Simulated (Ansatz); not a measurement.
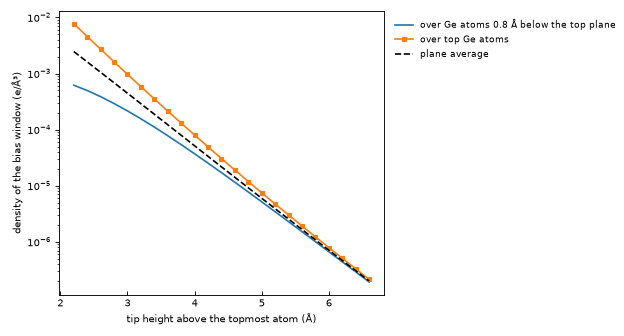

Approach curves over Ge(001) (P6_3/mmc bulk, the cell from a database of computed structures, not from a measurement, 6 atomic planes (those closer than 0.6 Å count as one), 8 Å) at a sample bias of +1.00 V.

Images follow the Tersoff–Hamann model: the current is the local density of the sample's states between the Fermi level and the bias, at the tip's centre. Bias windows are sharp sums over the levels of the k mesh.

All numbers here come from DFT PBE, scalar-relativistic, plane waves, PAW in Ansatz 0.2.0. Cutoff 420 eV, 18 × 18 k-points, Gaussian smearing 0.1 eV, dipole correction. The slab is a cut without reconstruction beyond its cell, at the source's lattice constants, with its lower half held fixed and the rest relaxed. Of the two ways to cut these planes this one leaves the narrow spacing on top (0.83 Å as cut, then 2.47 Å). This isn't the element's usual diamond form. Real surfaces of this element reconstruct in larger cells, which this cell doesn't allow. No spin polarisation. The run warns that the functional's potential is rough in the thin density of the vacuum, where the tip is; weak contrasts and barriers may feel it.

```xyz
6
Lattice="3.9976 0.0000 0.0000 -1.9988 3.4620 0.0000 0.0000 0.0000 27.4296" Properties=species:S:1:pos:R:3 pbc="T T T"
Ge    0.0000    2.3080   10.0000
Ge    1.9988    1.1540   10.8302
Ge    1.9988    1.1540   13.2997
Ge    0.0000    2.3080   14.1847
Ge    0.0000    2.3080   16.7316
Ge    1.9988    1.1540   17.5785
```

The last single point, restarted from the relaxation's density, took 36 s on 1 thread of Intel(R) Xeon(R) 6975P-C (Granite Rapids), on a shared host, peak memory 0.83 GiB.

### Estimate the decay constant and the apparent barrier, and compare with the vacuum level, which the run puts 4.62 eV above zero bias.

Near 4 Å the plane average falls as exp(−2.16 z/Å), a factor of 8.7 per ångström, which gives an apparent barrier of 4.4 eV (0.952 eV Å² times the slope squared). The upper edge of the window lies 3.62 eV under the vacuum level. The apparent barrier is above 3.62 eV. At 4 Å the 0.50 eV of states nearest the upper edge carry 53 % of the density.
